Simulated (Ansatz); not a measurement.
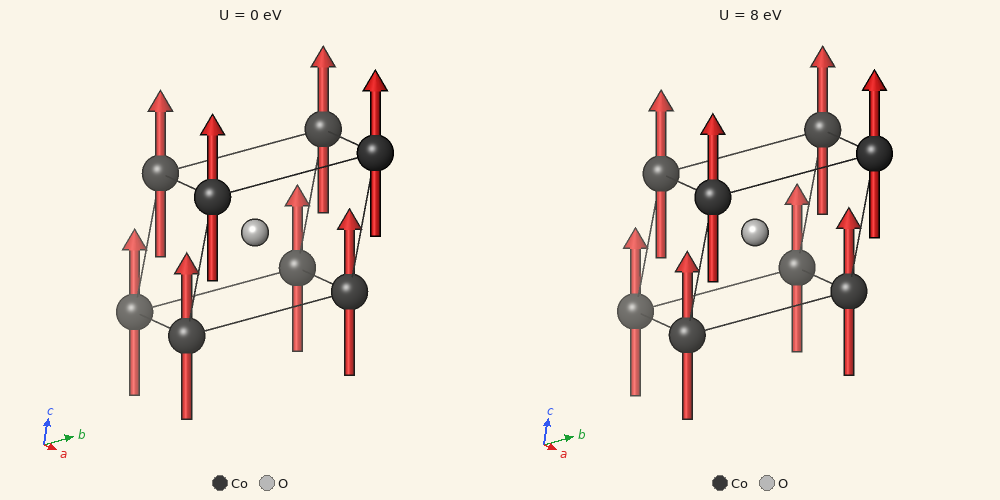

CoO, a = 4.247 Å, b = 4.247 Å, c = 4.247 Å, α = 90.29°, β = 89.71°, γ = 89.71°. The run's cell of 2 atoms at the smallest and the largest U, with site moments above 0.25 μB as arrows (red up, blue down). The cell is a structure listed in the Materials Project.

One fixed geometry was run with a growing Hubbard U on Co d. Alike in all runs: Ansatz 0.2.0; functional r2SCAN; potentials Ansatz PAW; cutoff 500 eV; k mesh 11 × 11 × 11 on the run's cell of 2 atoms; occupations fermi-dirac, width 0.05 eV; collinear spin, ferromagnetic start; no spin-orbit coupling.

```tsv
U (eV)	gap (eV)	mean size of the moment on Co (μB)	pressure (GPa)
0	0.43	2.60	0.4
1	1.06	2.62	2.1
2	?	?	?
3	2.02	2.65	5.0
4	2.15	2.66	6.3
5	2.25	2.68	7.5
6	2.35	2.69	8.7
8	2.49	2.71	11.0
```

What would you expect at U = 2 eV?

Answer. At U = 2 eV the run gave a gap of 1.66 eV, 2.63 μB on Co and a pressure of 3.6 GPa. A straight line between the neighbouring rows gives 1.54 eV and 2.63 μB, which is close.

Total energies at different U can't be compared. Each run keeps the state that it reached from its start, which need not be the lowest. Gaps are the least found on the k-mesh, which misses some points of high symmetry; where the band edges lie there, the true gap is smaller, at times by an eV.

Caveat: the PAW data sets were made with another functional, which shifts forces and pressure a little; a cell with one magnetic atom can't hold antiferromagnetic order, which such compounds often take.
